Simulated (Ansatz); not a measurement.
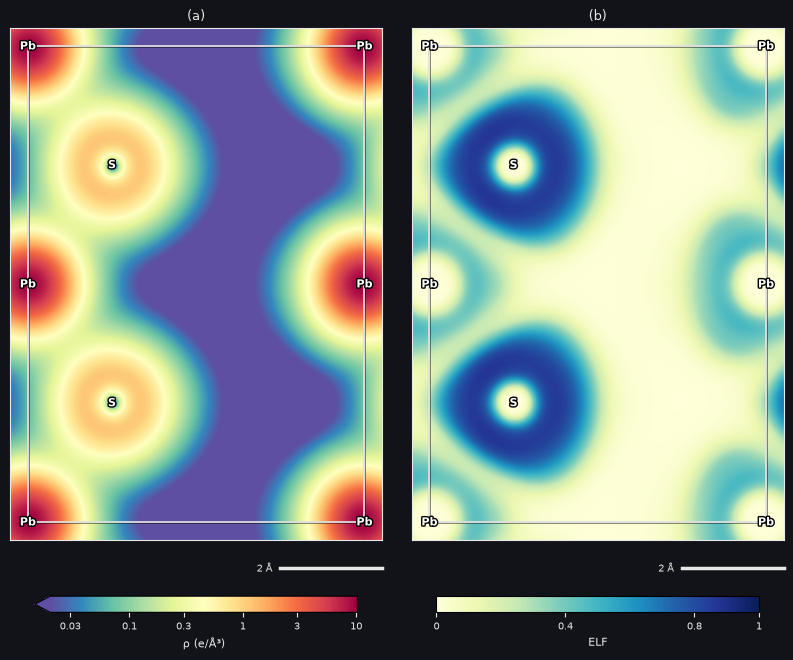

The picture shows: PbS. (a) valence electron density; (b) ELF on the (011) plane of the conventional cell.

Space group F-43m; started from the zincblende prototype, which need not be the ambient phase; computed pressure about −2 GPa in this cell.

Computed with DFT, LDA, plane waves, PAW (Ansatz 0.2.0).

The density is the valence pseudo-density of a PAW calculation; it isn't the true density close to the nuclei.

Input file:

```
crystal:
  lattice:
    - [0.0, 3.3009774936, 3.3009774936]
    - [3.3009774936, 0.0, 3.3009774936]
    - [3.3009774936, 3.3009774936, 0.0]
  atoms:
    - { symbol: Pb, position: [0.0, 0.0, 0.0] }
    - { symbol: S, position: [0.25, 0.25, 0.25] }
kpoints:
  mp_grid: { grid: [6, 6, 6] }
  band_path:
    path:
      - [0.0, 0.0, 0.0]
      - [-0.5, -0.5, 0.0]
      - [-0.375, -0.375, 0.25]
      - [-0.375, 0.0, 0.375]
      - [0.0, 0.0, 0.5]
      - [-0.5, -0.25, 0.25]
      - [0.25, -0.5, -0.25]
      - [0.0, 0.5, 0.5]
    npoints: 1
hamiltonian:
  xc: lda
scf:
  occupations: { method: fixed }
  n_extra_bands: 4
output:
  forces: true
  stress: true
  eigenvalues: true
  write_density: true
  write_potential: true
  elf: true
  volumetric_format: npy
```

Run with:

```sh
ansatz run input.yaml --threads 2 --pin off --max-ram 2211MiB --backend cpu --events-out ev --progress --plain --runs-dir out
```

Below, planes, directions and counts refer to the conventional cell (a = 6.60 Å, b = 6.60 Å, c = 6.60 Å, α = 90.00°, β = 90.00°, γ = 90.00°).

### What do the fields say about this system?

Atoms in the plane: Pb and S.
Pb–S (2.86 Å): ρ is about 0.27 e/Å³ halfway; the ELF peaks at about 0.85 in the valence shell of S, 0.8 Å from its nucleus, and drops to about 0.25 between the two atoms.
Between the atoms the lowest density in this plane is 0.005 e/Å³.
